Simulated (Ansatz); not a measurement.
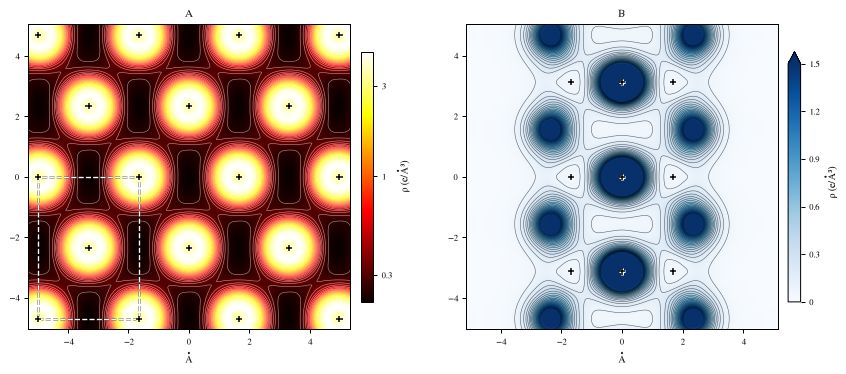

The valence electron density of 2 systems, each on a plane through atoms (crosses mark nuclei in the plane).

These are results of Kohn-Sham DFT of a periodic cell, PBE, Ansatz PAW (Ansatz), not measurements.

System 1: Al₂O₃, the (100) plane of the conventional cell. Space group Pnnm; a structure from a database of computed crystals, not necessarily the ambient phase.

```
CELL_PARAMETERS angstrom
4.61378 0.00000 0.00000
0.00000 9.56328 0.00000
0.00000 0.00000 3.11986
ATOMIC_POSITIONS crystal
Al 0.98298 0.82457 0.00000
Al 0.01702 0.17543 0.00000
Al 0.48298 0.67543 0.50000
Al 0.51702 0.32457 0.50000
O 0.50000 0.50000 0.50000
O 0.12364 0.75305 0.50000
O 0.37636 0.25305 0.00000
O 0.62364 0.74695 0.00000
O 0.00000 0.00000 0.00000
O 0.87636 0.24695 0.50000
```

System 2: Ta, the (011̄) plane of the conventional cell. Space group Im-3m.

```
Ta
1.0
     3.32443    0.00000    0.00000
     0.00000    3.32443    0.00000
     0.00000    0.00000    3.32443
Ta
2
Direct
  0.00000 0.00000 0.00000
  0.50000 0.50000 0.50000
```

> Match each panel to its system.

Panel A is system 2, Ta: the plane holds Ta. Ta–Ta (2.88 Å): the density is about 0.3 e/Å³ at the midpoint. Panel B is system 1, Al₂O₃: the plane holds Al and O. Al–O (1.68 Å): the density is about 0.9 e/Å³ at the midpoint.
